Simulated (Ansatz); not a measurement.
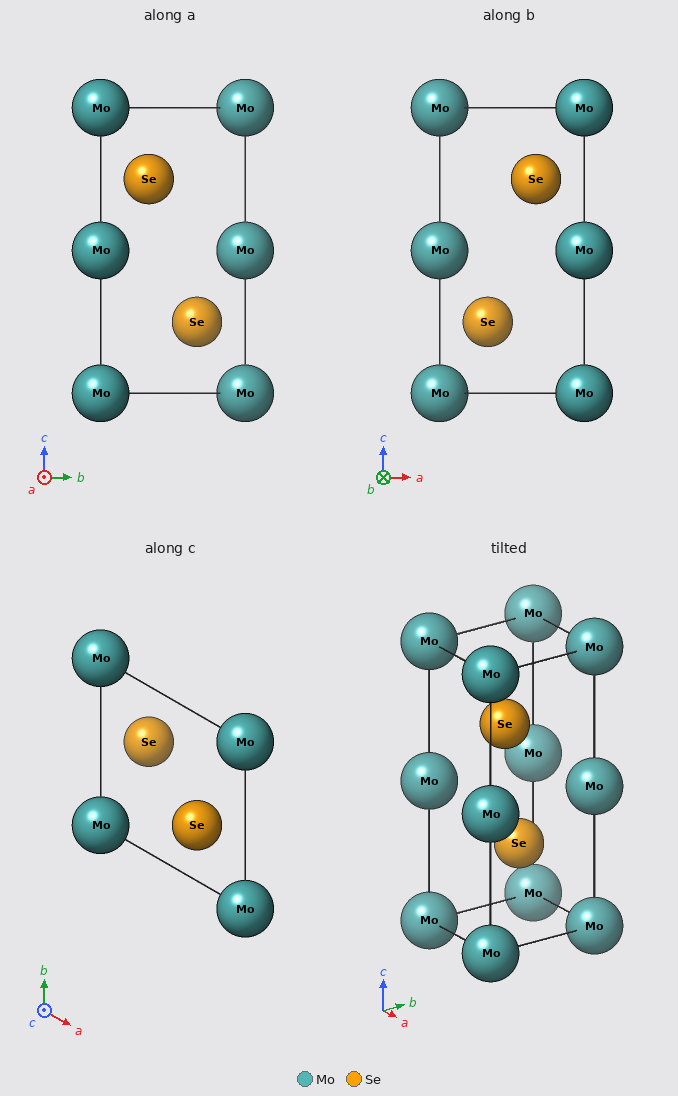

The image is a spheres-only drawing of a crystal, viewed along the a axis, along the b axis, along the c axis and slightly off an axis. Lines trace the edges of the conventional unit cell.

Lattice parameters: a = 3.9949 Å, b = 3.9949 Å, c = 6.8337 Å, α = 90.000°, β = 90.000°, γ = 120.000°.

From the views, write a CIF with its space group and independent sites.

Answer.
```cif
data_structure
_symmetry_space_group_name_H-M 'P 63/m m c'
_symmetry_Int_Tables_number 194
_cell_length_a 3.9949
_cell_length_b 3.9949
_cell_length_c 6.8337
_cell_angle_alpha 90.000
_cell_angle_beta 90.000
_cell_angle_gamma 120.000
_cell_volume 94.45
loop_
_atom_site_label
_atom_site_type_symbol
_atom_site_symmetry_multiplicity
_atom_site_Wyckoff_symbol
_atom_site_fract_x
_atom_site_fract_y
_atom_site_fract_z
_atom_site_occupancy
Mo1 Mo 2 a 0.0000 0.0000 0.0000 1
Se1 Se 2 c 0.3333 0.6667 0.2500 1
```

The model was built from a structure type filled with these elements by a generator (whether the compound takes this form wasn't checked). The geometry comes from a coarse first relaxation with DFT r2SCAN+U, scalar-relativistic, plane waves, PAW in Ansatz.
